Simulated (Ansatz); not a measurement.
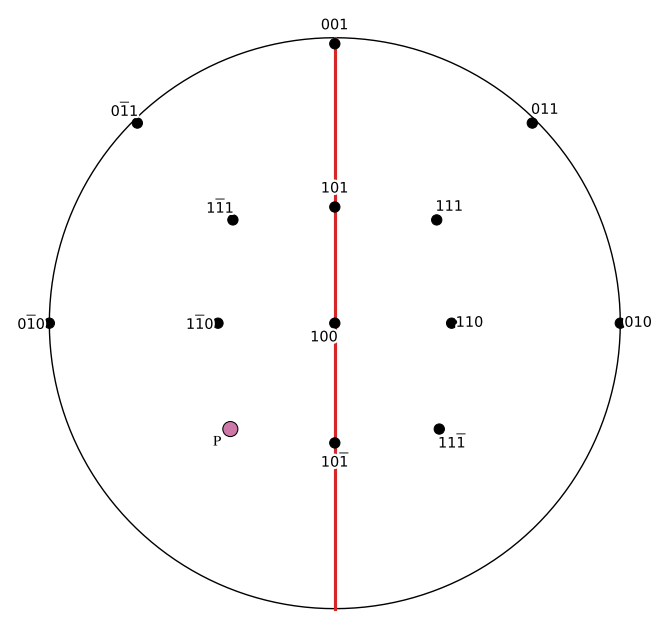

Crystal: Se, coordinates from a relaxation with Ansatz, DFT PBE, scalar-relativistic, plane waves, PAW. Stereographic projection of plane normals (upper hemisphere) centred on (1 0 0). All values are computed from the atomic coordinates in the standard setting (tolerance 0.002 Å).

a = 2.812 Å, b = 2.860 Å, c = 2.822 Å, α = 90.00°, β = 91.22°, γ = 90.00°.

Index the pole marked P.

P is (1 −1 −1), 55.0° from the centre.

Which zone does the coloured great circle trace?

The zone [0 1 0]: its poles satisfy k = 0.

What is the angle between the normals of (1 −1 1) and (0 0 1), and what are their d_hkl = 1/|g|?

54.0°; d = 1.623 Å and 2.822 Å.
